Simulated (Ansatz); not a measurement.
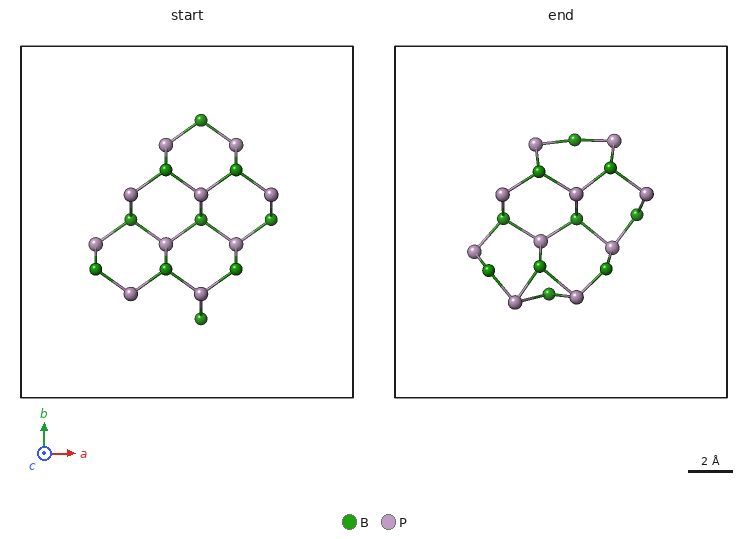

The structure of a wire of composition BP before (left) and after (right) a relaxation, at one scale.

Style: ball-and-stick. Shown: the 2 repeat of the cell, with the vacuum cut short (origin shifted), along the c axis.

Case: wire along [1 1 0], 20 atoms a period.

The calculation used DFT PBE, scalar-relativistic, plane waves, PAW (Ansatz).

Input file:
```yaml
crystal:
  lattice:
    - [17.0, 0.0, 0.0]
    - [0.0, 18.4, 0.0]
    - [0.0, 0.0, 3.2161364922]
  atoms:
    - { symbol: B, position: [0.5472961249, 0.7471904264, 0.0], spin: 0.3 }
    - { symbol: B, position: [0.5472961249, 0.5, 0.0], spin: 0.3 }
    - { symbol: B, position: [0.5472961249, 0.2528095736, 0.0], spin: 0.3 }
    - { symbol: P, position: [0.5472961249, 0.5617976066, 0.5], spin: 0.3 }
    - { symbol: P, position: [0.5472961249, 0.3146071802, 0.5], spin: 0.3 }
    - { symbol: B, position: [0.4527038751, 0.6235952132, 0.5], spin: 0.3 }
    - { symbol: B, position: [0.4527038751, 0.3764047868, 0.5], spin: 0.3 }
    - { symbol: P, position: [0.2635193756, 0.4382023934, 1.0], spin: 0.3 }
    - { symbol: P, position: [0.6418883747, 0.6853928198, 0.0], spin: 0.3 }
    - { symbol: P, position: [0.6418883747, 0.4382023934, 0.0], spin: 0.3 }
    - { symbol: B, position: [0.2635193756, 0.3764047868, 0.5], spin: 0.3 }
    - { symbol: B, position: [0.6418883747, 0.6235952132, 0.5], spin: 0.3 }
    - { symbol: B, position: [0.6418883747, 0.3764047868, 0.5], spin: 0.3 }
    - { symbol: P, position: [0.4527038751, 0.6853928198, 1.0], spin: 0.3 }
    - { symbol: P, position: [0.4527038751, 0.4382023934, 1.0], spin: 0.3 }
    - { symbol: B, position: [0.3581116253, 0.5, 1.0], spin: 0.3 }
    - { symbol: B, position: [0.7364806244, 0.5, 0.0], spin: 0.3 }
    - { symbol: P, position: [0.3581116253, 0.5617976066, 0.5], spin: 0.3 }
    - { symbol: P, position: [0.3581116253, 0.3146071802, 0.5], spin: 0.3 }
    - { symbol: P, position: [0.7364806244, 0.5617976066, 0.5], spin: 0.3 }
basis:
  ecutwfc: 420
kpoints:
  mp_grid: { grid: [1, 1, 10] }
hamiltonian:
  xc: pbe
scf:
  occupations: { method: gaussian, width: 0.05 }
  lower_state_search: "off"
output:
  forces: true
  stress: true
  eigenvalues: true
  populations: true
  write_density: true
  write_potential: true
  elf: true
  volumetric_format: npy
magnetization:
  spin_polarized: true
relax:
  adjacent_minimum: "off"
  f_tol: 0.02
  max_steps: 45
  cell: { fix: [a, b, alpha, beta, gamma], stress_tol: 0.03 }
```

Command:
```bash
ansatz run input.yaml --threads 4 --pin off --max-ram 11264MiB --backend cpu --events-out ev --progress --plain --runs-dir out
```

> Describe what moved and what it gained.

The atom that moves furthest relative to the layer's centre is B3 (1.65 Å). Largest moves by element: B 1.65 Å, P 0.61 Å. Along the periodic axis the drawn cell goes c 6.432 → 6.376 Å (−0.9 %). Near-neighbour distances that change, for instance: B3–P19 3.771 → 2.259 Å, B3–P15 3.771 → 2.446 Å, B3–B7 3.216 → 2.077 Å, P5–P19 3.216 → 2.826 Å. New bonds form: B3–P19 (3.77 → 2.26 Å). Among the angles between lasting bonds that change: P9–B1–P14 109.5° → 171.6°, B3–P5–B7 109.5° → 58.6°, B7–P19–B11 109.5° → 74.3°. The energy falls by 4.463 eV per cell of the calculation in 22 accepted moves (26 points after the start). Largest force component: 2.8 eV/Å at the start, 0.012 eV/Å at the end. The line search rejected the trial steps at points 6, 8, 19 of the run. The SCF was repeated once at an unchanged geometry on a basis and grid sized afresh for the cell, which shifted the energy by 1.4 meV per cell of the calculation at most. The program noted that the starting moments weren't kept. The run took 10 min on 4 threads of Intel(R) Xeon(R) 6975P-C (Granite Rapids), with other jobs on the host, peak memory 2.1 GiB.
